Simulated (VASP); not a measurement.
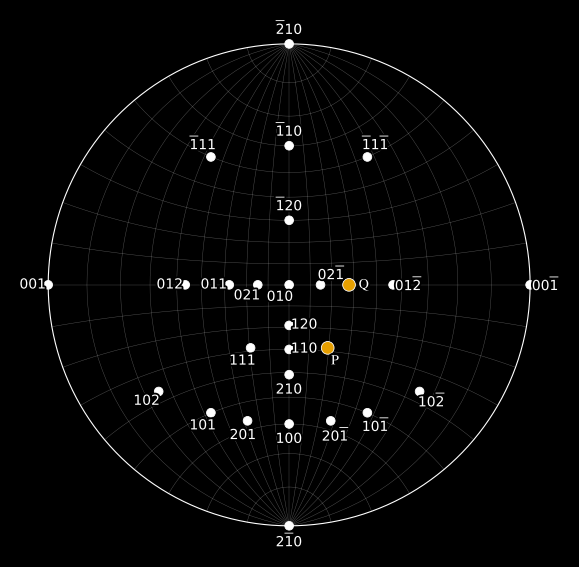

For Ag, an entry of the Crystallography Open Database, as set up for an electronic-structure calculation: stereographic projection of plane normals (upper hemisphere) centred on (0 1 0). Symmetry computed with spglib at a tolerance of 0.002 Å; standard conventional cell.

a = 2.930 Å, b = 2.930 Å, c = 4.790 Å, α = 90.00°, β = 90.00°, γ = 120.00°.

> Index the poles marked P, Q.

P is (1 1 −1), in four indices (1 1 −2 −1), 34.1° from the centre; Q is (0 1 −1), in four indices (0 1 −1 −1), 27.9° from the centre.

> What is the angle between the normals of (0 1 1) and (0 2 1), and what are their d_hkl = 1/|g|?

13.1°; d = 2.242 Å and 1.226 Å.
